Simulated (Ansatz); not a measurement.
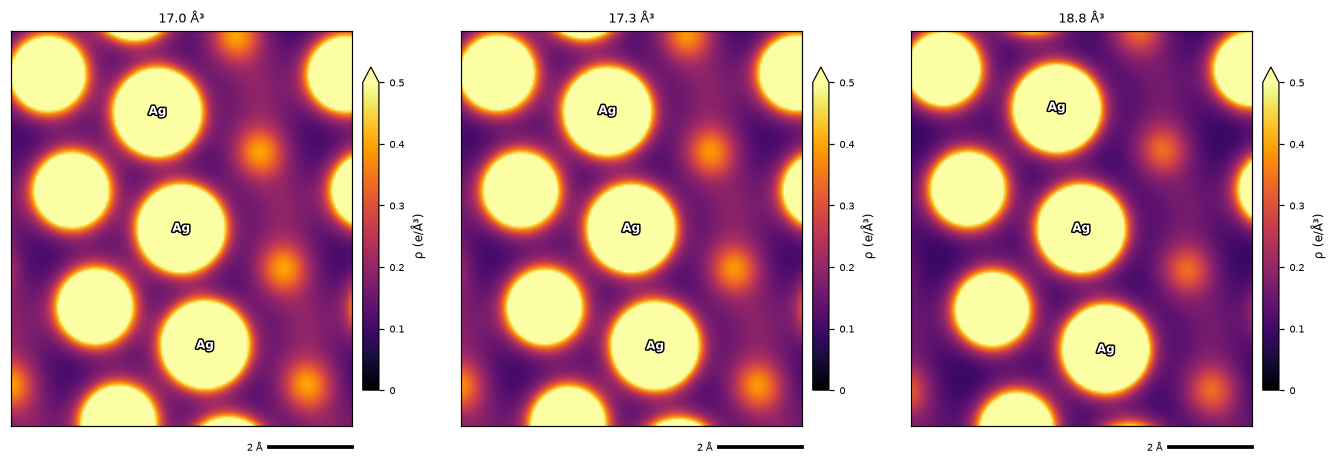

Ag. The valence pseudo-density of cells scaled evenly to different volumes (given per atom above each panel), on the (100) plane of each (indices in the axes of the cell below), at one length scale and on one colour scale.

A structure from a database of computed crystals, not necessarily the ambient phase.

The calculation used Kohn-Sham DFT of a periodic cell, PBE, Ansatz PAW in Ansatz 0.2.0.

In a PAW calculation such maps are meaningful between the atoms, not at the nuclei.

The largest cell:

```
CELL_PARAMETERS angstrom
3.00388 0.00000 0.00000
-1.50194 0.86714 7.34595
1.50194 -2.60143 0.00000
ATOMIC_POSITIONS crystal
Ag 0.22228 0.66684 0.22228
Ag 0.77772 0.33316 0.77772
Ag 0.00000 0.00000 0.00000
```

| volume (Å³/atom) | Ag–Ag contact in the plane (Å) | ρ at its midpoint (e/Å³) | pressure (GPa) | 
| --- | --- | --- | --- |
| 16.97 | 2.886 | 0.215 | 5.7 | 
| 17.33 | 2.906 | 0.208 | 3.3 | 
| 18.41 | 2.966 | ? | ? | 
| 18.77 | 2.985 | 0.181 | −3.7 | 
| 19.13 | 3.004 | 0.173 | −4.9 | 

### What values belong in the row with question marks?

Over the known rows ln ρ falls by 1.82 per Å of Ag–Ag distance (a least-squares line), which gives 0.186 e/Å³ at 2.966 Å; the calculation gives 0.187 e/Å³. For the pressure, a straight line in volume between the neighbouring rows gives −2.0 GPa; the calculation gives −2.3, lower because pressure rises ever faster on compression.
